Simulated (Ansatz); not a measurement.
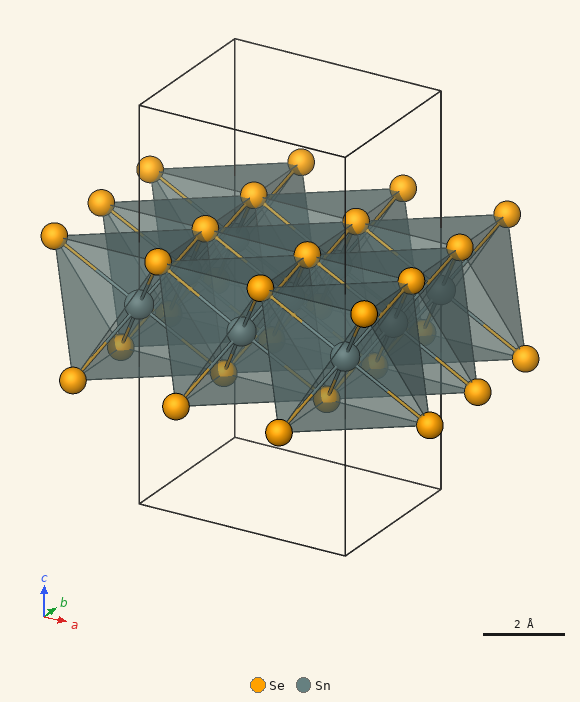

**Figure 1.** The structure (polyhedral view of the cell of the calculation, with the vacuum cut short, seen slightly off an axis; polyhedra are completed across the faces of the cell). An atom can appear more than once, as a periodic image.

# Single-point calculation of SnSe2 (part 1 of 2)

System: SnSe2 (slab, 12 atoms in the cell).
Method: DFT PBE+D3(BJ), scalar-relativistic, plane waves, PAW, no spin polarisation (Ansatz 0.2.0).

The structure derives from an entry of the Crystallography Open Database. It belongs to a series of runs on one base structure; here: the slab at its places in the relaxed adsorbed structure. Figures and captions count atoms from 1; the log counts them from 0 in places.

Input
```yaml
crystal:
  lattice:
    - [7.6780971905, 0.0, 0.0]
    - [-3.8390485952, 6.6494272197, 0.0]
    - [0.0, 0.0, 21.1880040004]
  atoms:
    - { symbol: Se, position: [0.3333333333, 0.1666666667, 0.3775721394] }
    - { symbol: Se, position: [0.3333333333, 0.6666666667, 0.3775721394] }
    - { symbol: Se, position: [0.8333333333, 0.1666666667, 0.3775721394] }
    - { symbol: Se, position: [0.8333333333, 0.6666666667, 0.3775721394] }
    - { symbol: Sn, position: [-0.0003123267, -0.0001902301, 0.4529272173] }
    - { symbol: Sn, position: [0.0003452925, 0.4999459039, 0.4536736958] }
    - { symbol: Sn, position: [0.4983667504, -0.0036347792, 0.4521122868] }
    - { symbol: Sn, position: [0.4998076413, 0.499828759, 0.452981033] }
    - { symbol: Se, position: [0.1672179189, 0.332088047, 0.5280675457] }
    - { symbol: Se, position: [0.1684008942, 0.835398812, 0.5281554664] }
    - { symbol: Se, position: [0.6641041034, 0.3282877715, 0.5280425354] }
    - { symbol: Se, position: [0.6659353885, 0.8333351653, 0.5278949005] }
basis:
  ecutwfc: 420
kpoints:
  mp_grid: { grid: [3, 3, 1] }
hamiltonian:
  xc: pbe
  dispersion: d3bj
scf:
  occupations: { method: gaussian, width: 0.05 }
output:
  forces: true
  eigenvalues: true
  write_density: true
  volumetric_format: npy
efield:
  axis: 3
  dipole_correction: true
  ramp_width: 0.04
```

Launched with:
```bash
ansatz run input.yaml --threads 4 --pin off --max-ram 10240MiB --backend cpu --events-out ev --progress --plain --runs-dir out
```

Log
```
Engine: ansatz 0.2.0, x86_64-unknown-linux-gnu
Pseudopotentials: kind: paw
Pseudopotential: Se, paw, valence charge 16, recommended cutoff 420 eV (normal), Se.paw.azcp
Pseudopotential: Sn, paw, valence charge 14, recommended cutoff 420 eV (normal), Sn.paw.azcp
Functional definition: PBE
  parameter kappa = 0.804
  parameter beta = 0.06672455060314922
  exchange = pbe_x(kappa = kappa, mu = beta*pi^2/3)
  correlation = pbe_c(beta = beta)
Crystal: 12 atoms, lattice volume = 1081.752 Å³
Basis set: ecut = 420 eV, 21125 PW (Γ), exchange–correlation on 108×108×288 points (8 copies of the dense FFT grid, shifted against one another)
Bands: 111, of which v1, the nominal top of the filled ones, is band 92 counted from 1 (91 counted from 0)
Symmetry: 1 space group operations
Space group: P1 (ITA 1), of the structure as read, at distance tolerance 1.0e-4 Å
k-points: 5 of 9 (time reversal used)
Non-local potential: Se, projectors of the file, l = 0: 2, l = 1: 2, l = 2: 3, l = 3: 1
Non-local potential: Sn, projectors of the file, l = 0: 2, l = 1: 2, l = 2: 2, l = 3: 2
PAW form: soft (Blöchl's): semilocal exchange-correlation on the pseudo side does not see the compensation charge
PAW one-centre angular grid: Se, 590 points (default); XC on 64 Gauss nodes
PAW one-centre angular grid: Sn, 590 points (default); XC on 64 Gauss nodes
Initial density: superposition of atomic densities (neutral atoms: chi_scale 0, normalization atom), corrected by the library's trained network
Initial wavefunctions: pseudopotential atomic-orbital guess
Functional: x = pbe(κ = 0.804, μ = 0.2195149727645171), c = pbe(β = 0.06672455060314922)
SCF iter   1: F=—  HF=-67856.480255 eV  |F-HF|=—  |Δ(HF+E_count)|=         —  Δρ=8.19e-4  dr2=1.78e-2  ethr=1.77e-3  p=0.002 e·Å  D=2.85e-4 V/Å  ΔV_dip=-0.01 eV  dr2_dipole=1.36e-5  V_vac-E_F(+/−)=5.53/5.53 eV  ⟨swp⟩=7.0  Hψ=2072  notcnv=0  defer=28
efield: sawtooth ramp at fractional position 0.9329 (placed from the atoms, in the widest stretch of the axis that holds none; the zero of the levels goes with the place), width 0.0400; the density the first Hamiltonian is built on has a dipole p = 0.002 e·Å; the dipole correction subtracts the counter field D = 2.85e-4 V/Å, which shifts the + side's vacuum level by -0.01 eV against the − side's; the planar-averaged density in the ramp window peaks in size at 4.8e-6 e/Å³
preconditioner: auto → Resta (q_TF=auto, 2.031 Å⁻¹)  ε∞=1.9  [insulator: Δε(μ)=0.760 eV  Ē_g=9.530 eV  σ=0.050 eV  W_gap=1.00  n_scr=174 (ndim 8)  ℏωp=9.0 eV  f_vac=0.690  D(μ)=0.00/eV (n_scr^D=0)  ε∞_Penn≈1.9  vacuum switching on, ρ_ref=6.6e-3 e/Å³]
SCF iter   2: F=—  HF=-67856.482336 eV  |F-HF|=—  |Δ(HF+E_count)|=   2.08e-3  Δρ=4.52e-4  dr2=3.20e-3  ethr=9.69e-6  p=0.005 e·Å  D=8.67e-4 V/Å  ΔV_dip=-0.02 eV  dr2_dipole=4.86e-5  V_vac-E_F(+/−)=5.59/5.61 eV  ⟨swp⟩=4.0  Hψ=1380  notcnv=0  defer=71
SCF iter   3: F=—  HF=-67856.483367 eV  |F-HF|=—  |Δ(HF+E_count)|=   1.03e-3  Δρ=2.52e-4  dr2=7.13e-4  ethr=1.74e-6  p=0.000 e·Å  D=2.22e-6 V/Å  ΔV_dip=-0.00 eV  dr2_dipole=7.25e-5  V_vac-E_F(+/−)=5.60/5.60 eV  ⟨swp⟩=2.0  Hψ=593  notcnv=0  defer=71
SCF iter   4: F=—  HF=-67856.484923 eV  |F-HF|=—  |Δ(HF+E_count)|=   1.56e-3  Δρ=1.73e-4  dr2=1.85e-3  ethr=3.87e-7  p=0.010 e·Å  D=1.70e-3 V/Å  ΔV_dip=-0.04 eV  dr2_dipole=4.80e-4  V_vac-E_F(+/−)=5.59/5.63 eV  ⟨swp⟩=3.0  Hψ=756  notcnv=0  defer=71  recentre
SCF iter   5: F=—  HF=-67856.484984 eV  |F-HF|=—  |Δ(HF+E_count)|=   6.13e-5  Δρ=5.30e-5  dr2=3.76e-5  ethr=3.87e-7  p=0.002 e·Å  D=3.72e-4 V/Å  ΔV_dip=-0.01 eV  dr2_dipole=4.18e-6  V_vac-E_F(+/−)=5.61/5.62 eV  ⟨swp⟩=2.0  Hψ=560  notcnv=0  defer=71
SCF iter   6: F=—  HF=-67856.484983 eV  |F-HF|=—  |Δ(HF+E_count)|=   1.13e-6  Δρ=1.19e-5  dr2=2.30e-6  ethr=2.04e-8  p=0.003 e·Å  D=5.00e-4 V/Å  ΔV_dip=-0.01 eV  dr2_dipole=1.52e-7  V_vac-E_F(+/−)=5.61/5.63 eV  ⟨swp⟩=2.0  Hψ=740  notcnv=0  defer=71
SCF iter   7: F=—  HF=-67856.484983 eV  |F-HF|=—  |Δ(HF+E_count)|=   4.21e-7  Δρ=4.60e-6  dr2=2.51e-7  ethr=1.25e-9  p=0.003 e·Å  D=4.79e-4 V/Å  ΔV_dip=-0.01 eV  dr2_dipole=1.67e-9  V_vac-E_F(+/−)=5.62/5.63 eV  ⟨swp⟩=2.2  Hψ=685  notcnv=0  defer=71
SCF iter   8: F=—  HF=-67856.484984 eV  |F-HF|=—  |Δ(HF+E_count)|=   9.32e-7  Δρ=2.99e-6  dr2=2.77e-7  ethr=5.43e-11  p=0.003 e·Å  D=4.81e-4 V/Å  ΔV_dip=-0.01 eV  dr2_dipole=6.49e-10  V_vac-E_F(+/−)=5.62/5.63 eV  ⟨swp⟩=16.0  Hψ=3160  notcnv=0
SCF iter   9: F=-67856.484984 eV  HF=-67856.484984 eV  |F-HF|=1.70e-8  |Δ(HF+E_count)|=   4.25e-8  Δρ=5.39e-7  dr2=5.15e-9  ethr=5.43e-11  p=0.003 e·Å  D=4.81e-4 V/Å  ΔV_dip=-0.01 eV  dr2_dipole=5.65e-10  V_vac-E_F(+/−)=5.62/5.63 eV  ⟨swp⟩=7.0  Hψ=2215  notcnv=0
SCF 1 converged in 9 iterations: F = -67856.484984 eV  dr2 = 5.15e-9
  greatest PAW one-centre occupation: 1.000 electrons in one spin orbital (limit 2), on the Se atom at site 1 (counted from 0), in its partial waves of l = 2
```

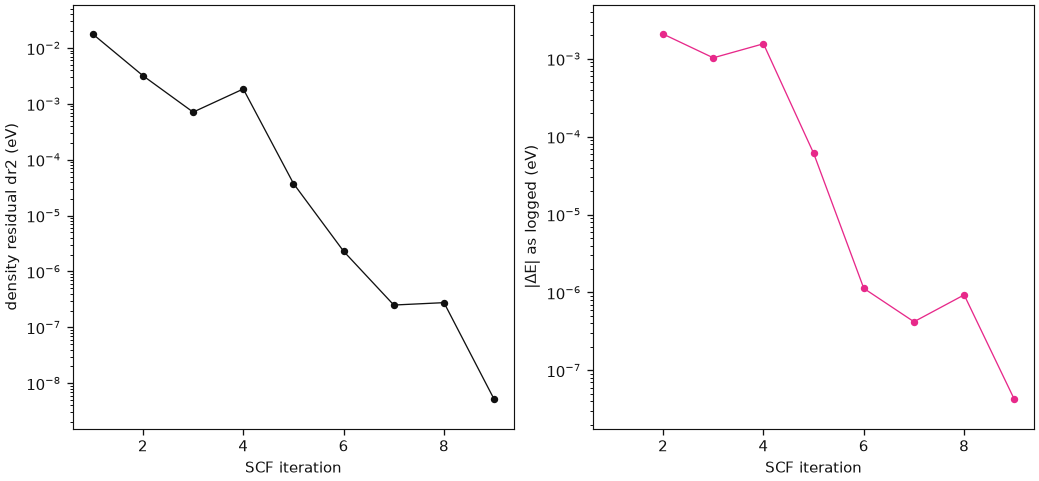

**Figure 2.** Convergence of the self-consistent field: density residual dr2 and size of the energy change against the SCF iteration. The residual comes down, with one marked jump up, by a factor of about 2.5, at step 4.

```
SCF converged after 9 iterations
Free energy (F): -67856.484984 eV
Harris-Foulkes:  -67856.484984 eV  (|F-HF|=1.70e-8)
Internal energy: -67856.484984 eV  (E = F + TS)
E sigma→0 (E₀):  -67856.484984 eV
Fermi energy:    -1.621524 eV
Dipole field:    D = 0.000468 V/Å  (p = 0.002795 e·Å, saw-weighted, corrected)
Work function:   Φ+ = 5.6163 eV   Φ− = 5.6262 eV
Levels:          The Fermi level and band energies are counted from a zero that moves with the ramp; work functions are not
--- Per-component energies (eV) ---
  E_band       = -5260.206095
  E_kinetic    = 1694.945168
  E_local      = -148192.358434  (includes V_loc(G=0)·N_el)
  E_nonlocal   = -4889.702315
  E_hartree    = 73494.293693
  E_xc         = -2356.397113
  E_vxc        = -1161.245632  (∫ρ·V_xc dr)
  E_paw        = -31855.464202  (= ΣΔE_a)
  E_vpaw       = 299.571499  (= ΣTr[D̂ρ^β])
  E_aug_tail   = -0.004821  (compensation charges beyond the density's cutoff)
  E_efield     = 0.000001  (sawtooth field / dipole correction)
  E_vefield    = 0.000041  (∫n·V_field dr)
  E_ewald      = 44251.215393
  E_disp       = -3.012354  (pairwise vdW)
  E_smearing   = -0.000000  (= −TS)
  E_closure    = -0.000000  (closes the sum)
  Σ components = -67856.484984   (vs F -67856.484984, Δ=0.00e0)
--- Forces (eV/Å), atoms counted from 1 ---
  atom   1  Se    -0.02175520    -0.00199703    -0.01130802
  atom   2  Se    -0.02378518    -0.08662170    -0.03648190
  atom   3  Se     0.02653176     0.02574340     0.01829759
  atom   4  Se     0.02596522    -0.02101233     0.06830971
  atom   5  Sn     0.00588095    -0.00703873    -0.09138364
  atom   6  Sn    -0.09289436    -0.04904528    -0.04672832
  atom   7  Sn    -0.00336646     0.18419274    -0.00019542
  atom   8  Sn     0.10256683    -0.05844290    -0.01707610
  atom   9  Se    -0.03209717     0.04369545     0.05131329
  atom  10  Se    -0.03307713    -0.09063747     0.02728240
  atom  11  Se     0.00953568     0.10483833    -0.01735660
  atom  12  Se     0.03649547    -0.04367382     0.05533871
  max |Σ_I F_I| component: 1.17e-5 eV/Å
--- Band table (eV; the first three rows and the last of 5) ---
  k-point 0: bands = ["-48.6873", "-48.6867", "-48.6843", "-48.6842", "-48.6749", "-48.6746", "-48.6731", "-48.6729", "-48.6631", "-48.6587", "-48.6571", "-48.6565", "-48.6528", "-48.6528", "-48.6503", "-48.6489", "-48.6476", "-48.6470", "-48.6460", "-48.6455", "-48.6377", "-48.6373", "-48.6371", "-48.6368", "-48.6366", "-48.6356", "-48.6352", "-48.6349", "-48.6281", "-48.6265", "-48.6172", "-48.6109", "-48.6102", "-48.6097", "-48.6086", "-48.6083", "-48.6063", "-48.5998", "-48.5986", "-48.5965", "-23.1874", "-23.1854", "-23.1838", "-23.1396", "-23.1393", "-23.1190", "-23.1184", "-23.1170", "-23.1165", "-23.1149", "-23.1146", "-23.1044", "-23.0942", "-23.0935", "-23.0796", "-23.0770", "-23.0752", "-23.0743", "-23.0721", "-23.0680", "-15.4525", "-14.1471", "-13.9744", "-13.9704", "-13.9677", "-13.5979", "-13.5780", "-13.5753", "-8.9623", "-8.9527", "-8.9401", "-7.6017", "-6.3445", "-6.3350", "-6.3286", "-4.2887", "-4.2827", "-4.2744", "-4.1928", "-4.1866", "-4.1800", "-3.1147", "-2.7262", "-2.7051", "-2.6987", "-2.4730", "-2.4528", "-2.3308", "-2.3280", "-2.3208", "-2.0730", "-2.0720", "-1.2451", "-1.2099", "-1.1688", "-0.4214", "1.0987", "2.0865", "2.0954", "2.1031", "2.6032", "2.6268", "3.3871", "3.3938", "3.4128", "3.5785", "3.6485", "3.6536", "3.6623", "3.6646", "3.7611"]
```
